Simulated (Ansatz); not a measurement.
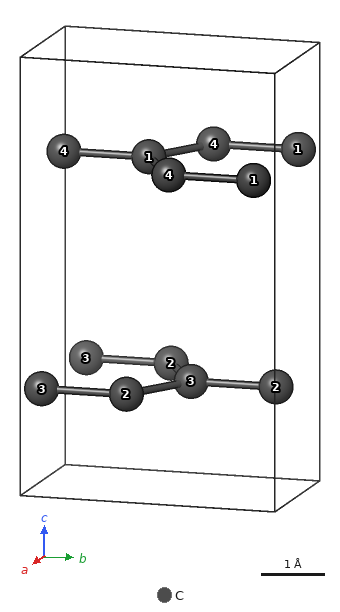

This is a symmetric starting cell of C. A ball-and-stick model of the conventional cell (2 times the calculation's cell), seen slightly off an axis. Lengths and directions refer to the drawn axes.

Computed with Ansatz 0.2.0, DFT r2SCAN, scalar-relativistic, plane waves, PAW. Set-up: plane-wave cutoff 500 eV; k-point mesh 21 × 21 × 6; occupations gaussian; smearing width 0.1 eV; no spin polarisation.

Now this is done to it. All lengths are scaled by −0.4 % (volume −1.1 %), the atoms keeping their fractional coordinates. No relaxation follows. The starting cell wasn't computed here and needn't be at equilibrium, so pressure and forces aren't due to the change alone.

What does the calculation give for the changed structure?

Answer. Near-neighbour distances before and after: C–C 1.418 → 1.412 Å. The space group stays Cmme (No. 67). The pressure is 2.9 GPa (not all of it need come from the change, since the unchanged cell can be under pressure at this level too). The principal stresses (compression positive) are 4.5 GPa along a, 4.3 GPa along b, −0.1 GPa along c. The largest forces, 0.024 eV/Å, act on C1, C2, C3 and C4.
